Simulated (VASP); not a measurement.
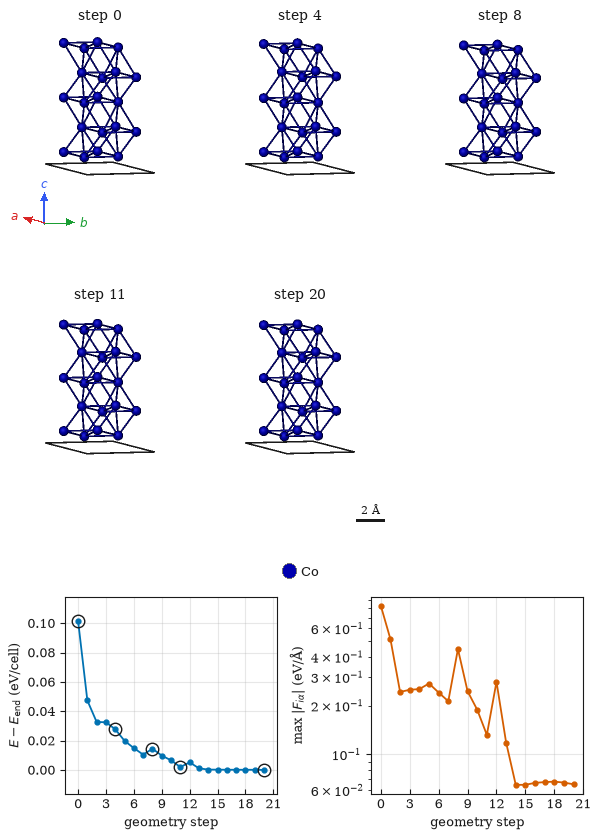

Frames of a relaxation of a slab of composition Co, marked on the history of the run. A ball-and-stick model of the 2 × 2 repeat of the cell, outlined in the plane, without the vacuum, seen from a free direction.

The run lets the atoms move in a fixed cell. 2 atoms are held fixed.

Method: Kohn-Sham DFT of a periodic cell, PBE with D4, VASP PAW PBE potentials, recommended (VASP 6.6.1).

Input
```
SYSTEM = Co
PREC = Accurate
ENCUT = 520
EDIFF = 1E-6
ISMEAR = -1
SIGMA = 0.05
LREAL = .False.
LASPH = .True.
NELM = 150
ALGO = Normal
ISIF = 2
LWAVE = .False.
LCHARG = .False.
ISPIN = 2
MAGMOM = 2 2 2 2 2
LORBIT = 11
LMAXMIX = 4
LDIPOL = .True.
IDIPOL = 3
DIPOL = 0.5 0.5 0.499
GGA = PE
IVDW = 13
IBRION = 2
NSW = 60
EDIFFG = -0.005
```

Run as
```bash
cat potpaw_PBE.64/Co/POTCAR > POTCAR
mpirun -np 1 vasp_std > vasp.out
```

Question: Describe the path.

Answer: After 20 geometry steps the energy has fallen by 0.102 eV per cell of the calculation. Largest force component: 0.83 eV/Å at the start, 0.065 eV/Å at the end. The atom that moves furthest is a Co atom (0.24 Å along the normal (−c)). The cell stays as it was. Among the contacts that change: Co–Co 2.554 → 2.415 Å, Co–Co 2.554 → 2.460 Å, Co–Co 2.423 → 2.461 Å. From step 0 to 4: a Co atom moves most (0.08 Å), energy −74.0 meV per cell of the calculation. From step 4 to 8: a Co atom moves most (0.13 Å), energy −13.3 meV per cell of the calculation. From step 8 to 11: a Co atom moves most (0.03 Å), energy −12.5 meV per cell of the calculation. From step 11 to 20: a Co atom moves most (0.04 Å), energy −2.0 meV per cell of the calculation.
